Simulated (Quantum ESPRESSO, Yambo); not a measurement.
# Converging GW for MgI2 (1T monolayer) in Yambo, part 2 of 2

What does each rung of G0W0 on MgI2 (1T monolayer) cost, and what does it buy?

Quantum ESPRESSO 7.5 and Yambo 5.3.0; PBE and many-body steps on it, plane waves. Known limits of the many-body steps: not at the basis limit; no spin-orbit coupling.

So far. Step 2 (Empty states on the mesh, 6×6×1 mesh, 356 bands): On this mesh the gap is 3.665 eV. Step 4 (97 bands, 81.6 eV): The gap on the mesh goes from 3.67 eV to 5.85 eV, a correction of +2.19 eV.

**5. 181 bands, 108.8 eV**

Level of this step: G0W0 on PBE, plane waves, norm-conserving pseudopotentials (Yambo).

File gw2.in:

```
HF_and_locXC
gw0
dyson
ppa
em1d
rim_cut
rim_w
RandQpts= 3000000
RandGvec= 100 RL
CUTGeo= "slab z"
RandGvecW= 9 RL
EXXRLvcs= 76 Ry
VXCRLvcs= 304 Ry
Chimod= "HARTREE"
% BndsRnXp
 1 | 181 |
%
NGsBlkXp= 8 Ry
% LongDrXp
 1 | 1 | 0 |
%
% GbndRnge
 1 | 181 |
%
DysSolver= "n"
ExtendOut
PPAPntXp= 27.21138 eV
% QPkrange
 1 | 1 | 29 | 32 |
 4 | 4 | 29 | 32 |
%
```

Launch:

```bash
$ OMP_NUM_THREADS=1 mpirun -n 4 yambo -F gw2.in -J gw2 -C gw2 > gw2.log
```

The log of the run:

```text
 Yambo, version 5.3.0

 [02] CORE Variables Setup
 =========================

  [... cell, symmetries and grids as in the set-up ...]

  [02.05] Energies & Occupations
  ==============================

  [X] === General ===
  [X] Electronic Temperature                        :  0.000000  0.000000 [eV K]
  [X] Bosonic    Temperature                        :  0.000000  0.000000 [eV K]
  [X] Finite Temperature mode                       : no
  [X] El. density                                   :  0.24459E+24 [cm-3]
  [X] Fermi Level                                   : -1.403412 [eV]

  [X] === Gaps and Widths ===
  [X] Conduction Band Min                           :  3.665263 [eV]
  [X] Valence Band Max                              :  0.000000 [eV]
  [X] Filled Bands                                  :  30
  [X] Empty Bands                                   :    31   356
  [X] Direct Gap                                    :  3.979035 [eV]
  [X] Direct Gap localized at k                     :  1
  [X] Indirect Gap                                  :  3.665263 [eV]
  [X] Indirect Gap between kpts                     :   1   4
  [X] Last valence band width                       :  0.671967 [eV]
  [X] 1st conduction band width                     :  1.070350 [eV]

 [03] Transferred momenta grid and indexing
 ==========================================

 IBZ Q-points                                      :   7
 BZ  Q-points                                      :   36

 K/Q-points units:
 rlu = crystal or reduced units; cc = cartesian coordinates; iku = interal k-units

 Q [1]          [rlu]:  0.000000  0.000000  0.000000
 Q [2]          [rlu]:  0.40333E-17  0.16667       0.0000
 Q [3]          [rlu]:  0.80666E-17  0.33333       0.0000
[...]
RL volume               :  0.149843 [a.u.]
  Integrated volume       :  0.149837 [a.u.]

  [09.03] RIM integrals
  =====================

  Comparison between head Wc = W - v averages: < Wc > [au] RIM-W/RIM

   < -Wc [Q = 1] > 0.172109E-1 0.119845E-4 * < -Wc [Q = 2] > 0.003910 0.003777
   < -Wc [Q = 3] > 0.806651E-3 0.794065E-3 * < -Wc [Q = 4] > 0.289880E-3 0.286825E-3
   < -Wc [Q = 5] > 0.001150 0.001131 * < -Wc [Q = 6] > 0.406875E-3 0.403172E-3
   < -Wc [Q = 7] > 0.205970E-3 0.205138E-3

  Comparison between head Wc = W - v averages: < Wc > [au] RIM-W/RIM

   < -Wc [G = 1,G`=0] > 0.172109E-1 0.119845E-4 * < -Wc [G = 2,G`=0] >-0.001241 0.000000
   < -Wc [G = 3,G`=0] >-0.001241 0.000000 * < -Wc [G = 4,G`=0] >-0.178513E-4  0.00000
   < -Wc [G = 5,G`=0] >-0.178424E-4  0.00000 * < -Wc [G = 6,G`=0] > 0.107228E-3  0.00000
   < -Wc [G = 7,G`=0] > 0.107219E-3  0.00000 * < -Wc [G = 8,G`=0] >-0.164474E-4  0.00000
   < -Wc [G = 9,G`=0] >-0.164467E-4  0.00000

 [10] G0W0 (W PPA)
 =================

 [  GW  ] Bands range     :    1  181
 [GW/PPA] G damping       :  0.100000 [eV]

 QP @ state[ 1 ] K range:  1  1
 QP @ state[ 1 ] b range:   29   32
 QP @ state[ 2 ] K range:   4   4
 QP @ state[ 2 ] b range:   29   32

  Sc/G bands                                       :    1  181
  Sc/G damping                                     :  0.100000 ev
  Sc bands terminator                              : no
  Sx RL components                                 :  18431

  QP @ state[ 1 ] K range                          :  1  1
  QP @ state[ 1 ] b range                          :   29   32
  QP @ state[ 2 ] K range                          :   4   4
  QP @ state[ 2 ] b range                          :   29   32
  GF energies kind                                 : Perdew, Burke & Ernzerhof(X)+Perdew, Burke & Ernzerhof(C)
  GF WF`s kind                                     : Perdew, Burke & Ernzerhof(X)+Perdew, Burke & Ernzerhof(C)
  Xs energies kind                                 : Perdew, Burke & Ernzerhof(X)+Perdew, Burke & Ernzerhof(C)
  Xs WF`s kind                                     : Perdew, Burke & Ernzerhof(X)+Perdew, Burke & Ernzerhof(C)

 [14] Game Over & Game summary
```

The job ended after 13 min (4 MPI ranks of Arm Neoverse V1, shared host; peak memory 4.5 GiB; 53 min of CPU time).

This step gave:

| Quantity | Value |
| --- | --- |
| G0W0 gap on the points computed | 5.927 eV |
| starting gap on the mesh | 3.665 eV |
| k of the valence top | 0, 0, 0 |
| k of the conduction bottom | 0, -0.5, 0 |
| least direct G0W0 gap on the computed points | 6.189 eV |
| Z at the valence top | 0.8135 |
| Z at the conduction bottom | 0.8323 |

Against G0W0 in Yambo (6×6×1 mesh, 97 bands, screening to 81.6 eV, Godby-Needs plasmon pole), the gap moves by +0.075 eV.

**6. 356 bands, 136.1 eV**

gw3.in, as its differences from gw2.in of step 5:

```diff
@@ -15,5 +15,5 @@
 % BndsRnXp
- 1 | 181 |
+ 1 | 356 |
 %
-NGsBlkXp= 8 Ry
+NGsBlkXp= 10 Ry
 % LongDrXp
@@ -22,3 +22,3 @@
 % GbndRnge
- 1 | 181 |
+ 1 | 356 |
 %
```

Launch:

```bash
$ OMP_NUM_THREADS=1 mpirun -n 4 yambo -F gw3.in -J gw3 -C gw3 > gw3.log
```

The log of the run:

```text
 Yambo, version 5.3.0

 [02] CORE Variables Setup
 =========================

  [... cell, symmetries and grids as in the set-up ...]

  [02.05] Energies & Occupations
  ==============================

  [X] === General ===
  [X] Electronic Temperature                        :  0.000000  0.000000 [eV K]
  [X] Bosonic    Temperature                        :  0.000000  0.000000 [eV K]
  [X] Finite Temperature mode                       : no
  [X] El. density                                   :  0.24459E+24 [cm-3]
[...]
QP @ state[ 1 ] b range                          :   29   32
  QP @ state[ 2 ] K range                          :   4   4
  QP @ state[ 2 ] b range                          :   29   32
  GF energies kind                                 : Perdew, Burke & Ernzerhof(X)+Perdew, Burke & Ernzerhof(C)
  GF WF`s kind                                     : Perdew, Burke & Ernzerhof(X)+Perdew, Burke & Ernzerhof(C)
  Xs energies kind                                 : Perdew, Burke & Ernzerhof(X)+Perdew, Burke & Ernzerhof(C)
  Xs WF`s kind                                     : Perdew, Burke & Ernzerhof(X)+Perdew, Burke & Ernzerhof(C)

 [14] Game Over & Game summary
```

Elapsed: 36 min, on 4 MPI ranks; peak memory 5.3 GiB.

Numbers from this step:

| Quantity | Value |
| --- | --- |
| G0W0 gap on the points computed | 6.005 eV |
| starting gap on the mesh | 3.665 eV |
| k of the valence top | 0, 0, 0 |
| k of the conduction bottom | 0, -0.5, 0 |
| least direct G0W0 gap on the computed points | 6.284 eV |

Against G0W0 in Yambo (6×6×1 mesh, 181 bands, screening to 108.8 eV, Godby-Needs plasmon pole), the gap moves by +0.078 eV.

**7. The runs together**

Times are wall times on 4 MPI ranks of Arm Neoverse V1, shared host, good to a factor of about two.

```csv
run,mesh,bands,screening cutoff (eV),DFT gap (eV),gap on the mesh (eV),direct (eV),time
"97 bands, 81.6 eV",6×6×1,97,81.6,3.665,5.851,6.121,4.3 min
"181 bands, 108.8 eV",6×6×1,181,108.8,3.665,5.927,6.189,13 min
"356 bands, 136.1 eV",6×6×1,356,136.1,3.665,6.005,6.284,36 min
```

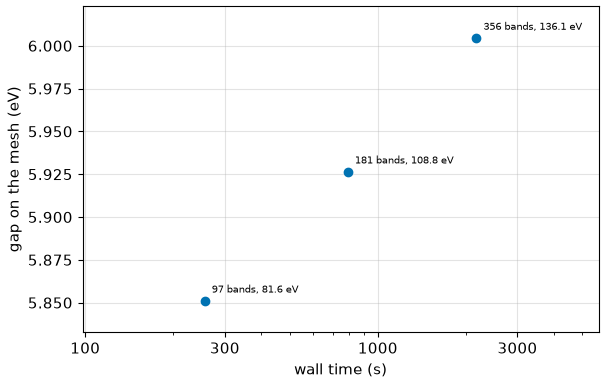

Result against wall time.

**8. Results**

```json
{
 "97 bands, 81.6 eV": "5.851 eV",
 "181 bands, 108.8 eV": "5.927 eV",
 "356 bands, 136.1 eV": "6.005 eV",
 "known limits": "not at the basis limit; no spin-orbit coupling"
}
```

From the first rung to the last the gap moves by +0.15 eV for 8.5 times the time. The steps are not yet shrinking, so no limit is drawn. In the G0W0 runs levels were corrected at 2 k points alone, so a gap called «on the mesh» is the least over those, and an edge elsewhere would be missed. The many-body steps are scalar-relativistic: spin-orbit coupling is not in them.

[Paths, hosts, dates, memory and timing lines, banners, echoed tables and standing remarks are left out of the program output.]

[Logs are printed without paths, hosts, clocks, repeated set-up lines and the standing remarks that a program may print on its own settings, such as how far it seeks lower states.]

[Runs of the session that timed out or met a known fault of the program may be left out.]

[Hosts, paths, dates, database ids (printed as entryN), source tags and the programs' standing remarks are cut or masked in the printed files.]
